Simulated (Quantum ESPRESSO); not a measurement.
# 2H-WSe2, 2 layers, AA' stacking: a series in the share of short-range exact exchange, part 2 of 3

Wanted: a table for 2H-WSe2, 2 layers, AA' stacking against the share of short-range exact exchange, and what can be fitted to it.

Quantum ESPRESSO 7.5; plane-wave DFT, PBE, SG15 norm-conserving pseudopotentials.

So far. Step 2 (Relaxing cell and ions of the reference):  The last row is no step: it is a fresh SCF in the final cell with a new plane-wave basis, +2 meV from the row before.

### 3. SCF with pw.x, 0

The self-consistent run of this member.

Level of this step: plane-wave DFT, PBE, SG15 norm-conserving pseudopotentials (Quantum ESPRESSO 7.5).

Contents of m0.scf.in:

```
&control
  prefix = 'm0.scf'
  outdir = './out'
  pseudo_dir = './pseudo'
  calculation = 'scf'
  tprnfor = .true.
/
&system
  ibrav = 0
  nat = 6
  ntyp = 2
  ecutwfc = 60
  ecutrho = 240
  occupations = 'fixed'
  nbnd = 43
/
&electrons
  conv_thr = 1e-08
  mixing_beta = 0.6
  electron_maxstep = 120
/
ATOMIC_SPECIES
  Se  78.9710  Se_ONCV_PBE-1.2.upf
  W   183.8400  W_ONCV_PBE-1.2.upf
CELL_PARAMETERS angstrom
  3.28473340500000 0.00000000000000 0.00000000000000
  -1.64236670300000 2.84466257400000 0.00000000000000
  0.00000000000000 0.00000000000000 25.68069586800000
ATOMIC_POSITIONS crystal
  Se  0.333333333300 0.666666666700 0.308709371300
  W   0.000000000000 0.000000000000 0.374352559000
  Se  0.333333333300 0.666666666700 0.439984089000
  Se  0.000000000000 0.000000000000 0.560015911000
  W   0.333333333300 0.666666666700 0.625647441000
  Se  0.000000000000 0.000000000000 0.691290628700
K_POINTS automatic
  9 9 1 0 0 0
```

On the command line:

```
$ OMP_NUM_THREADS=1 mpirun -n 8 pw.x -nk 4 -in m0.scf.in > m0.scf.out
```

The program printed:

```text
[banner, memory and clock lines left out]
Program PWSCF v.7.5 starts
[citation notice left out]

[...]
Message from routine setup:
[...]
bravais-lattice index     =            0
     lattice parameter (alat)  =       6.2072  a.u.
     unit-cell volume          =    1619.3259 (a.u.)^3
     number of atoms/cell      =            6
     number of atomic types    =            2
     number of electrons       =        80.00
     number of Kohn-Sham states=           43
     kinetic-energy cutoff     =      60.0000  Ry
     charge density cutoff     =     240.0000  Ry
     scf convergence threshold =      1.0E-08
     mixing beta               =       0.6000
     number of iterations used =            8  plain     mixing
     Exchange-correlation= PBE
                           (   1   4   3   4   0   0   0)

[...]
PseudoPot. # 1 for Se read from file:
     ./pseudo/Se_ONCV_PBE-1.2.upf
     Pseudo is Norm-conserving, Zval =  6.0
     Generated using ONCVPSP code by D. R. Hamann
     Using radial grid of  602 points,  6 beta functions with:
                l(1) =   0
                l(2) =   0
                l(3) =   1
                l(4) =   1
                l(5) =   2
                l(6) =   2

     PseudoPot. # 2 for W  read from file:
     ./pseudo/W_ONCV_PBE-1.2.upf
     Pseudo is Norm-conserving, Zval = 28.0
     Generated using ONCVPSP code by D. R. Hamann
     Using radial grid of  602 points,  8 beta functions with:
                l(1) =   0
                l(2) =   0
                l(3) =   1
                l(4) =   1
                l(5) =   2
                l(6) =   2
                l(7) =   3
                l(8) =   3

     atomic species   valence    mass     pseudopotential
     Se                6.00    78.97100     Se( 1.00)
     W                28.00   183.84000     W ( 1.00)

     12 Sym. Ops., with inversion, found ( 6 have fractional translation)

[...]
number of k points=    12
[...]
Dense  grid:   101903 G-vectors     FFT dimensions: (  36,  36, 240)

     Initial potential from superposition of free atoms

     starting charge      79.7942, renormalised to      80.0000

     negative rho (up, down):  1.497E-04 0.000E+00
     Starting wfcs are random

     per-process dynamical memory:    57.0 Mb

     Self-consistent Calculation

     iteration #  1     ecut=    60.00 Ry     beta= 0.60
     Davidson diagonalization with overlap
     ethr =  1.00E-02,  avg # of iterations = 13.8

     Threshold (ethr) on eigenvalues was too large:
     Diagonalizing with lowered threshold

     Davidson diagonalization with overlap
     ethr =  3.46E-04,  avg # of iterations =  3.6

     negative rho (up, down):  6.120E-06 0.000E+00

     total energy              =   -1163.70594956 Ry
     estimated scf accuracy    <       0.23546330 Ry

     iteration #  2     ecut=    60.00 Ry     beta= 0.60
[...]
negative rho (up, down):  3.082E-06 0.000E+00

[...]
total energy              =   -1163.67539554 Ry
     estimated scf accuracy    <       0.72298197 Ry

     iteration #  3     ecut=    60.00 Ry     beta= 0.60
[...]
negative rho (up, down):  3.613E-07 0.000E+00

[...]
total energy              =   -1163.79871982 Ry
     estimated scf accuracy    <       0.05254462 Ry

     iteration #  4     ecut=    60.00 Ry     beta= 0.60
[...]
total energy              =   -1163.80534831 Ry
     estimated scf accuracy    <       0.00264742 Ry

     iteration #  5     ecut=    60.00 Ry     beta= 0.60
[...]
total energy              =   -1163.80513489 Ry
     estimated scf accuracy    <       0.01460669 Ry

     iteration #  6     ecut=    60.00 Ry     beta= 0.60
[...]
total energy              =   -1163.80622389 Ry
     estimated scf accuracy    <       0.00097656 Ry

[...]
iteration # 10     ecut=    60.00 Ry     beta= 0.60
[...]
total energy              =   -1163.80633885 Ry
     estimated scf accuracy    <       0.00000006 Ry

     iteration # 11     ecut=    60.00 Ry     beta= 0.60
[...]
total energy              =   -1163.80633888 Ry
     estimated scf accuracy    <       0.00000015 Ry

     iteration # 12     ecut=    60.00 Ry     beta= 0.60
[...]
total energy              =   -1163.80633888 Ry
     estimated scf accuracy    <       0.00000002 Ry

     iteration # 13     ecut=    60.00 Ry     beta= 0.60
[...]
End of self-consistent calculation

          k = 0.0000 0.0000 0.0000 ( 12845 PWs)   bands (ev):

   -69.3857 -69.3857 -33.6379 -33.6379 -33.5008 -33.5008 -33.5008 -33.5008
   -23.5572 -23.5572 -23.5572 -23.5572 -23.5449 -23.5449 -23.5297 -23.5297
   -23.5099 -23.5099 -23.5099 -23.5099 -23.4901 -23.4901 -10.2345 -10.0859
    -9.0388  -8.8110  -1.9166  -1.3174   1.8170   2.3761   2.3761   2.3861
     2.3861   3.0169   3.4970   3.4970   3.5281   3.5281   4.0857   4.7877
     7.6160   7.6163   7.6606

          k = 0.0000 0.1283 0.0000 ( 12737 PWs)   bands (ev):

   -69.3845 -69.3845 -33.6326 -33.6326 -33.5286 -33.5286 -33.5074 -33.5074
   -23.5573 -23.5573 -23.5568 -23.5568 -23.5440 -23.5440 -23.5307 -23.5307
   -23.5104 -23.5104 -23.5100 -23.5100 -23.4898 -23.4898 -10.0495  -9.9015
    -8.9374  -8.7201  -1.6809  -1.0824   1.5985   1.8280   1.8503   2.4538
     2.5510   2.5684   3.1908   3.2277   3.4074   3.6232   4.0779   4.5624
     7.1088   7.2305   7.3021

[...]
highest occupied, lowest unoccupied level (ev):     4.7877    6.1848

!    total energy              =   -1163.80633888 Ry
     estimated scf accuracy    <          8.4E-09 Ry

     The total energy is the sum of the following terms:
     one-electron contribution =   -6638.75051686 Ry
     hartree contribution      =    3335.72726159 Ry
     xc contribution           =    -101.86246847 Ry
     ewald contribution        =    2241.07938487 Ry

     convergence has been achieved in  13 iterations

     Forces acting on atoms (cartesian axes, Ry/au):

     atom    1 type  1   force =     0.00000000    0.00000000   -0.00501434
     atom    2 type  2   force =    -0.00000000   -0.00000000   -0.00239655
     atom    3 type  1   force =     0.00000000    0.00000000    0.00006453
     atom    4 type  1   force =     0.00000000    0.00000000   -0.00006453
     atom    5 type  2   force =     0.00000000    0.00000000    0.00239655
     atom    6 type  1   force =     0.00000000    0.00000000    0.00501434

     Total force =     0.007860     Total SCF correction =     0.000366

[...]
```

Run time: 30 s. Hardware: 8 MPI ranks of Arm Neoverse V2, shared host; peak memory 0.89 GiB.

Read from the output:

```
free energy                          : -15834.3919 eV
valence top, on the run's zero       : 4.788 eV
conduction bottom, on the run's zero : 6.185 eV
gap by band count                    : 1.397 eV
```

### 4. Electrostatic potential, 0

plot_num = 11 writes the bare and Hartree potential, from which vacuum levels or, in a crystal, the mean potential are read.

Contents of m0.pot.in:

```
&inputpp
  prefix = 'm0.scf'
  outdir = './out'
  filplot = 'm0.pot.dat'
  plot_num = 11
/
```

On the command line:

```
$ OMP_NUM_THREADS=1 mpirun -n 8 pp.x -in m0.pot.in > m0.pot.out
```

The program printed:

```text
[banner, memory and clock lines left out]
Program POST-PROC v.7.5 starts

          URL

     ./out/m0.scf.save/

     IMPORTANT: XC functional enforced from input :
     Exchange-correlation= PBE
                           (   1   4   3   4   0   0   0)
     Any further DFT definition will be discarded
     Please, verify this is what you really want

     Calling punch_plot, plot_num =  11
     Writing data to file  m0.pot.dat
     Message from routine chdens:
     namelist plot not found or invalid, exiting
```

Wall time 0.72 s (8 MPI ranks); peak memory 0.09 GiB.

This step gave:

* potential in the middle of the vacuum, over the valence top: 4.941 eV

The potential energy, planar mean oscillates, so the rows of the table below give means over windows of 2 Å about each position, cut where the curve ends. Its maxima inside the range that stand out by 2 % of the span (Å: eV): 8.8: -5.43, 10.5: -5.41, 12.8: 3.90, 15.2: -5.41, 16.9: -5.43. Its minima: 7.9: -18.4, 9.6: -23.6, 11.3: -18.2, 14.3: -18.2, 16.1: -23.6, 17.8: -18.4.

Electrostatic potential energy of an electron; zero at the highest filled level of the SCF mesh. Potential energy, planar mean against z; means over each step:

```
z (Å)  potential energy, planar mean (eV)
    0                                4.94
    2                                4.94
    4                                4.94
    6                                4.37
    8                               -9.30
   10                               -13.4
   12                               -5.05
   14                               -7.26
   16                               -12.8
   18                               -7.87
   20                                4.72
   22                                4.94
   24                                4.94
```

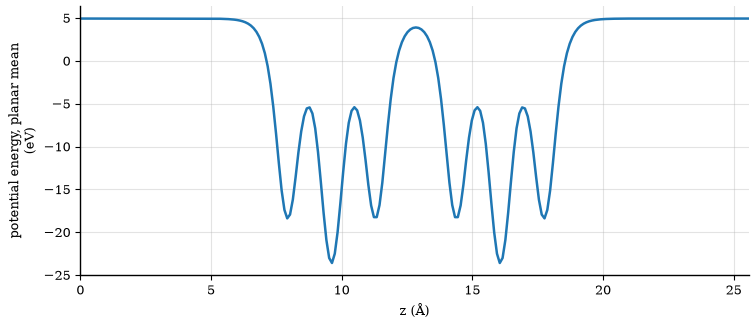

Potential energy, planar mean against z.

### 5. Self-consistent run, 0.125

Level of this step: plane-wave DFT, screened hybrid with 0.125 exact exchange, SG15 norm-conserving pseudopotentials (Quantum ESPRESSO 7.5). input_dft overrides the functional of the files.

m1.scf.in, as its differences from the input of step 3:

```diff
@@ -1,3 +1,3 @@
 &control
-  prefix = 'm0.scf'
+  prefix = 'm1.scf'
   outdir = './out'
@@ -15,2 +15,8 @@
   nbnd = 43
+  input_dft = 'hse'
+  exx_fraction = 0.125
+  nqx1 = 3
+  nqx2 = 3
+  nqx3 = 1
+  ecutfock = 60
 /
```

On the command line:

```
$ OMP_NUM_THREADS=1 mpirun -n 8 pw.x -nk 4 -in m1.scf.in > m1.scf.out
```

The program printed:

```text
[banner, memory and clock lines left out]
Program PWSCF v.7.5 starts
[...]
Message from routine setup:
[...]
number of electrons       =        80.00
     number of Kohn-Sham states=           43
     kinetic-energy cutoff     =      60.0000  Ry
     charge density cutoff     =     240.0000  Ry
[...]
number of k points=    12
[...]
Dense  grid:   101903 G-vectors     FFT dimensions: (  36,  36, 240)
[...]
negative rho (up, down):  1.497E-04 0.000E+00
     Starting wfcs are random
[...]
negative rho (up, down):  6.120E-06 0.000E+00
[...]
estimated scf accuracy    <       0.23546330 Ry
[...]
negative rho (up, down):  3.082E-06 0.000E+00
[...]
estimated scf accuracy    <       0.72298197 Ry
[...]
negative rho (up, down):  3.613E-07 0.000E+00
[...]
estimated scf accuracy    <       0.05254462 Ry
[...]
estimated scf accuracy    <       0.00264742 Ry
[...]
estimated scf accuracy    <       0.01460669 Ry
[...]
estimated scf accuracy    <       0.00097656 Ry
[...]
estimated scf accuracy    <       0.00006163 Ry
[...]
estimated scf accuracy    <       0.00001944 Ry
[...]
estimated scf accuracy    <       0.00000492 Ry
[...]
estimated scf accuracy    <       0.00000006 Ry
[...]
estimated scf accuracy    <       0.00000015 Ry
[...]
estimated scf accuracy    <       0.00000002 Ry
[...]
highest occupied, lowest unoccupied level (ev):     4.7877    6.1848
!    total energy              =   -1163.80633888 Ry
     estimated scf accuracy    <          8.4E-09 Ry
     convergence has been achieved in  13 iterations
[...]
estimated scf accuracy    <       0.01329375 Ry
[...]
estimated scf accuracy    <       0.07119110 Ry
[...]
estimated scf accuracy    <       0.00020675 Ry
[...]
estimated scf accuracy    <       0.00145723 Ry
[...]
estimated scf accuracy    <       0.00003706 Ry
[...]
estimated scf accuracy    <       0.00000323 Ry
[...]
estimated scf accuracy    <       0.00000083 Ry
[...]
estimated scf accuracy    <       0.00000034 Ry
[...]
highest occupied, lowest unoccupied level (ev):     4.5503    6.1657
!    total energy              =   -1162.57322257 Ry
     estimated scf accuracy    <          8.9E-09 Ry
     convergence has been achieved in   9 iterations
[...]
estimated scf accuracy    <       0.00009156 Ry
[...]
estimated scf accuracy    <       0.00043655 Ry
[...]
estimated scf accuracy    <       0.00000369 Ry
[...]
estimated scf accuracy    <       0.00001958 Ry
[...]
estimated scf accuracy    <       0.00000026 Ry
[...]
estimated scf accuracy    <       0.00000003 Ry
[...]
highest occupied, lowest unoccupied level (ev):     4.5520    6.1703
!    total energy              =   -1162.57360372 Ry
     estimated scf accuracy    <          2.3E-09 Ry
     convergence has been achieved in   7 iterations
[...]
estimated scf accuracy    <       0.00000218 Ry
[...]
estimated scf accuracy    <       0.00001091 Ry
[...]
estimated scf accuracy    <       0.00000019 Ry
[...]
estimated scf accuracy    <       0.00000045 Ry
[...]
highest occupied, lowest unoccupied level (ev):     4.5528    6.1711
!    total energy              =   -1162.57361289 Ry
     estimated scf accuracy    <          5.3E-09 Ry
     convergence has been achieved in   5 iterations
[...]
estimated scf accuracy    <       0.00000004 Ry
[...]
estimated scf accuracy    <       0.00000063 Ry
[...]
highest occupied, lowest unoccupied level (ev):     4.5532    6.1713
!    total energy              =   -1162.57361357 Ry
     estimated scf accuracy    <          6.9E-09 Ry
     convergence has been achieved in   3 iterations
[...]
estimated scf accuracy    <       0.00000021 Ry
[...]
estimated scf accuracy    <       0.00000362 Ry
[...]
estimated scf accuracy    <       0.00000006 Ry
[...]
highest occupied, lowest unoccupied level (ev):     4.5532    6.1714
!    total energy              =   -1162.57361365 Ry
     estimated scf accuracy    <          4.9E-10 Ry
     convergence has been achieved in   4 iterations
[...]
!!   total energy              =   -1162.57361366 Ry
[...]
Total force =     0.027908     Total SCF correction =     0.000253
[...]
```

Run time: 4.4 min. Hardware: 8 MPI ranks; peak memory 9.3 GiB; 35 min of CPU time.

This step gave:

| Property | Result |
| --- | --- |
| free energy | -15817.6198 eV |
| valence top, on the run's zero | 4.553 eV |
| conduction bottom, on the run's zero | 6.171 eV |
| gap by band count | 1.618 eV |

### 6. SCF with pw.x, 0.25

Level of this step: plane-wave DFT, HSE06, SG15 norm-conserving pseudopotentials (Quantum ESPRESSO 7.5). input_dft overrides the functional of the files.

m2.scf.in, as its differences from the input of step 5:

```diff
@@ -1,3 +1,3 @@
 &control
-  prefix = 'm1.scf'
+  prefix = 'm2.scf'
   outdir = './out'
@@ -16,3 +16,3 @@
   input_dft = 'hse'
-  exx_fraction = 0.125
+  exx_fraction = 0.25
   nqx1 = 3
```

On the command line:

```
$ OMP_NUM_THREADS=1 mpirun -n 8 pw.x -nk 4 -in m2.scf.in > m2.scf.out
```

The program printed:

```text
[banner, memory and clock lines left out]
Program PWSCF v.7.5 starts
[...]
Message from routine setup:
[...]
number of electrons       =        80.00
     number of Kohn-Sham states=           43
     kinetic-energy cutoff     =      60.0000  Ry
     charge density cutoff     =     240.0000  Ry
[...]
number of k points=    12
[...]
Dense  grid:   101903 G-vectors     FFT dimensions: (  36,  36, 240)
[...]
negative rho (up, down):  1.497E-04 0.000E+00
     Starting wfcs are random
[...]
negative rho (up, down):  6.120E-06 0.000E+00
[...]
estimated scf accuracy    <       0.23546330 Ry
[...]
negative rho (up, down):  3.082E-06 0.000E+00
[...]
estimated scf accuracy    <       0.72298197 Ry
[...]
negative rho (up, down):  3.613E-07 0.000E+00
[...]
estimated scf accuracy    <       0.05254462 Ry
[...]
estimated scf accuracy    <       0.00264742 Ry
[...]
estimated scf accuracy    <       0.01460669 Ry
[...]
estimated scf accuracy    <       0.00097656 Ry
[...]
estimated scf accuracy    <       0.00006163 Ry
[...]
estimated scf accuracy    <       0.00001944 Ry
[...]
estimated scf accuracy    <       0.00000492 Ry
[...]
estimated scf accuracy    <       0.00000006 Ry
[...]
estimated scf accuracy    <       0.00000015 Ry
[...]
estimated scf accuracy    <       0.00000002 Ry
[...]
estimated scf accuracy    <       0.00000007 Ry
[...]
highest occupied, lowest unoccupied level (ev):     4.3101    6.1581
!    total energy              =   -1161.35140478 Ry
     estimated scf accuracy    <          7.0E-10 Ry
     convergence has been achieved in   3 iterations
[...]
estimated scf accuracy    <       0.00000002 Ry
[...]
estimated scf accuracy    <       0.00000021 Ry
[...]
highest occupied, lowest unoccupied level (ev):     4.3104    6.1583
!    total energy              =   -1161.35140509 Ry
     estimated scf accuracy    <          2.0E-09 Ry
     convergence has been achieved in   3 iterations
[...]
estimated scf accuracy    <       0.00000006 Ry
[...]
estimated scf accuracy    <       0.00000053 Ry
[...]
estimated scf accuracy    <       0.00000002 Ry
[...]
highest occupied, lowest unoccupied level (ev):     4.3104    6.1583
!    total energy              =   -1161.35140519 Ry
     estimated scf accuracy    <          9.1E-11 Ry
     convergence has been achieved in   4 iterations
[...]
highest occupied, lowest unoccupied level (ev):     4.3105    6.1583
!    total energy              =   -1161.35140521 Ry
     estimated scf accuracy    <          4.1E-09 Ry
     convergence has been achieved in   1 iterations
[...]
!!   total energy              =   -1161.35140522 Ry
[...]
Total force =     0.060848     Total SCF correction =     0.000742
[...]
```

It took 7 min on 8 MPI ranks; peak memory 9.3 GiB.

This step gave:

| Property | Result |
| --- | --- |
| free energy | -15800.9908 eV |
| valence top, on the run's zero | 4.310 eV |
| conduction bottom, on the run's zero | 6.158 eV |
| gap by band count | 1.848 eV |

(Continued in part 3 of 3.)

[Logs are printed without paths, hosts, clocks, repeated set-up lines and the standing remarks that a program may print on its own settings, such as how far it seeks lower states.]

[Hosts, paths, dates, database ids (printed as entryN), source tags and the programs' standing remarks are cut or masked in the printed files.]

[Maps of the electrostatic potential energy from Ansatz leave out the sawtooth potential of an applied field or a dipole correction, so their vacuum need not be flat; planar profiles and work functions include it.]
